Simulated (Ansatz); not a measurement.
AlN (P6_3mc): refractive index against wavelength

The refractive index of AlN (P6_3mc) along x below the direct gap (4.21 eV on the mesh) is read from one computed spectrum, n = √(Re ε). x, y and z are the Cartesian axes of the input cell.

Cell: a, b, c = 3.113, 3.113, 4.981 Å (primitive vectors), 4 atoms.

Method: Ansatz 0.2.0, PBE, independent particles, k-mesh 12×12×7 with interpolation inside its cells, Gaussian parameter 0.15 eV.

Launch of the response step: `ansatz run input.yaml --threads 4 --pin off --max-ram 8192MiB --backend cpu --events-out ev --progress --plain --runs-dir out`. The run took 8 s, on 4 threads of Arm Neoverse V2, on a shared host.

| wavelength (nm) | photon energy E (eV) | n |
| --- | --- | --- |
| 1310 | 0.946 | 2.1529 |
| 1064 | 1.165 | 2.1584 |
| 850 | 1.459 | 2.1677 |
| 700 | 1.771 | 2.1802 |
| 633 | 1.959 | 2.1892 |
| 532 | 2.331 | 2.2105 |
| 450 | 2.755 | ? |

In the single-oscillator model n² − 1 = E₀E_d/(E₀² − E²), so 1/(n² − 1) = E₀/E_d − E²/(E₀E_d) is linear in E².

Working, on the rows shown:

| x = E² (eV²) | y = 1/(n² − 1) |
| --- | --- |
| 0.895757 | 0.275105 |
| 1.35784 | 0.273322 |
| 2.12762 | 0.270349 |
| 3.13716 | 0.266434 |
| 3.83641 | 0.263672 |
| 5.43137 | 0.257313 |

Means: x̄ = 2.7977, ȳ = 0.2677. Σ(x − x̄)(y − ȳ) = -0.05592, Σ(x − x̄)² = 14.27. Slope = -0.05592 / 14.27 = -0.003919; intercept = ȳ − slope · x̄ = 0.27866. Turned back into n, the line misses the rows shown by at most 0.00022.

**Question.** Predict the last column of the withheld row from the fit.

**Answer.** At x = 7.5912 the line gives y = 0.24891, that is 2.2400. The run gave 2.2417, so the extrapolation is off by 0.0017, 2.0 % of the range in the table.

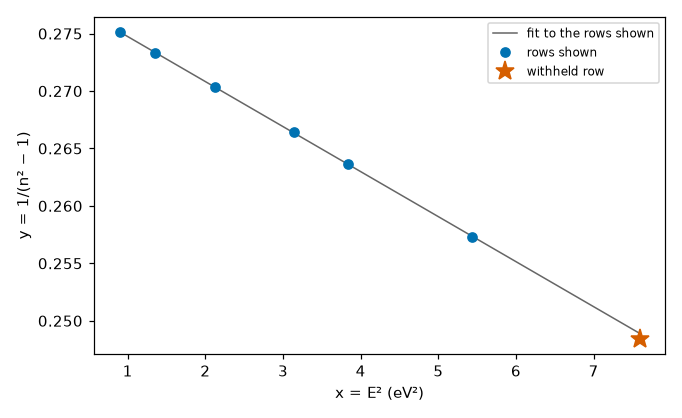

Refitted with all rows, the slope is -0.003977 and the intercept 0.2788. These give E₀ = √(intercept/−slope) = 8.37 eV and E_d = E₀/intercept = 30.0 eV; E₀ is 2.0 times the direct gap. The electronic limit at long wavelengths, without lattice vibrations, is n = √(1 + 1/intercept) = 2.142. The cell comes from an older database entry, whose edges can be off by a per cent or so. Excitons are left out and so are local fields; PBE gaps are as a rule too small.
